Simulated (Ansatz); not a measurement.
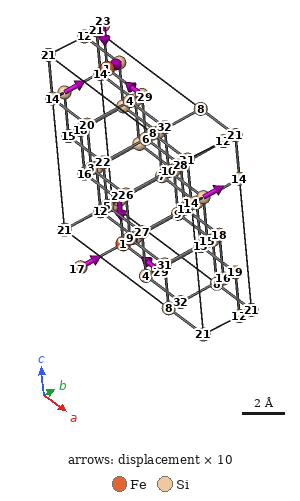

This is a relaxation of a defect cell of composition FeSi31. The starting structure is drawn; purple arrows show the displacements, 10 times their true length.

The picture is a ball-and-stick view of the cell of the calculation, seen slightly off an axis.

Case: Fe on a Si site (b), charge +0, atoms relaxed at the host's cell.

The calculation used DFT PBEsol, scalar-relativistic, plane waves, PAW (Ansatz 0.2.0). (plane-wave cutoff 420 eV; k-point mesh 3 × 3 × 3; occupations gaussian; smearing width 0.02 eV; collinear spin; atoms relaxed in a fixed cell; force threshold 0.025 eV/Å; at most 45 steps)

Which element moves most?

Silicon: up to 0.12 Å, against 0.00 Å for iron.

Describe the change and its energy.

After 3 geometry steps the energy has fallen by 0.274 eV per cell of the calculation. Largest force component: 0.64 eV/Å at the start, 0.0012 eV/Å at the end. The largest moves, 0.12 Å, are those of Si atoms. Fe stays in place. The cell stays as it was. Near-neighbour distances that change, for instance: Fe–Si 2.353 → 2.237 Å, Si–Si 2.353 → 2.379 Å. Among the angles between lasting bonds that change: Si–Si–Si 109.5° → 107.2°, Si–Si–Si 109.5° → 111.7°, Fe–Si–Si 109.5° → 111.7°. The program noted that the starting moments weren't kept. The run took 110 s on 4 threads of Arm Neoverse V2, with other jobs on the host, peak memory 1.8 GiB.
